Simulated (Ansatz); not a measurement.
BN (slab)

The calculation's input:

```
crystal:
  lattice:
    - [2.5076849336, 0.0, 0.0]
    - [0.0, 3.9819559146, 0.0]
    - [0.0, 0.0, 24.7001380901]
  atoms:
    - { symbol: B, position: [0.5, 0.7032766568, 0.3036420271] }
    - { symbol: "N", position: [0.0, 0.6044970617, 0.328161862] }
    - { symbol: B, position: [0.0, 0.4066167239, 0.3772812493] }
    - { symbol: "N", position: [0.5, 0.3078371288, 0.4018010841] }
    - { symbol: B, position: [0.5, 0.109956791, 0.4509204715] }
    - { symbol: "N", position: [0.0, 0.0111771959, 0.4754403063] }
    - { symbol: B, position: [0.0, 0.8132968581, 0.5245596937] }
    - { symbol: "N", position: [0.5, 0.714517263, 0.5490795285] }
    - { symbol: B, position: [0.5, 0.5166369253, 0.5981989159] }
    - { symbol: "N", position: [0.0, 0.4178573301, 0.6227187507] }
    - { symbol: B, position: [0.0, 0.2199769924, 0.671838138] }
    - { symbol: "N", position: [0.5, 0.1211973972, 0.6963579729] }
basis:
  ecutwfc: 420
kpoints:
  mp_grid: { grid: [11, 7, 1] }
hamiltonian:
  xc: pbe
  dispersion: d3bj
scf:
  occupations: { method: gaussian, width: 0.05 }
output:
  forces: true
  eigenvalues: true
  write_density: true
  write_potential: true
  elf: true
  volumetric_format: npy
relax:
  adjacent_minimum: "off"
  f_tol: 0.02
  max_steps: 60
efield:
  axis: 3
  dipole_correction: true
  ramp_width: 0.04
```

Launched as:

```sh
ansatz run input.yaml --threads 1 --pin off --max-ram 2560MiB --backend cpu --events-out ev --progress --plain --runs-dir out
```

The fields are those of the relaxed geometry.

The SCF solution may not be the lowest one.

These are results of Ansatz 0.2.0, DFT PBE+D3(BJ), scalar-relativistic, plane waves, PAW, not measurements.

Question: Predict the valence pseudo-density and electron localisation function between the atoms.

Answer: B–N (1.46 Å): ρ is about 1.7 e/Å³ halfway; the ELF peaks at about 0.95 between the atoms.
B–N (1.51 Å): the density is about 1.5 e/Å³ at the midpoint; the ELF peaks at about 0.90 between the atoms.

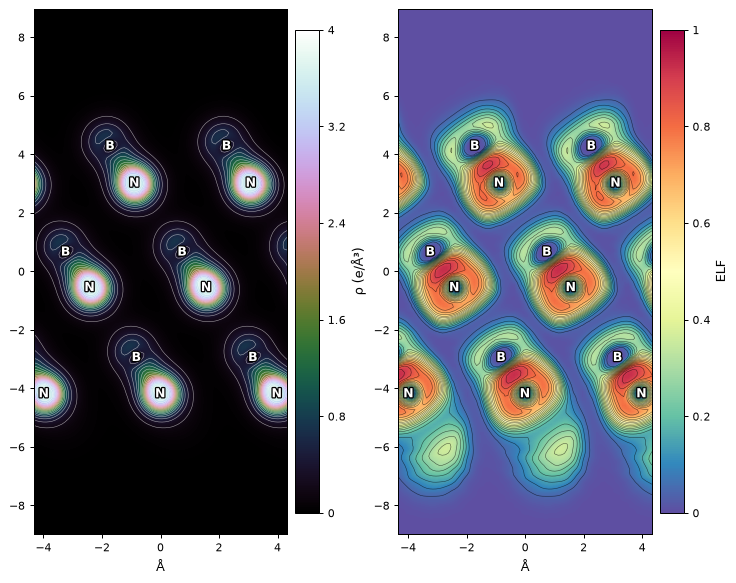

Computed valence pseudo-density and electron localisation function on the (100) plane of the calculation cell, a cut from vacuum to vacuum, in this order. 
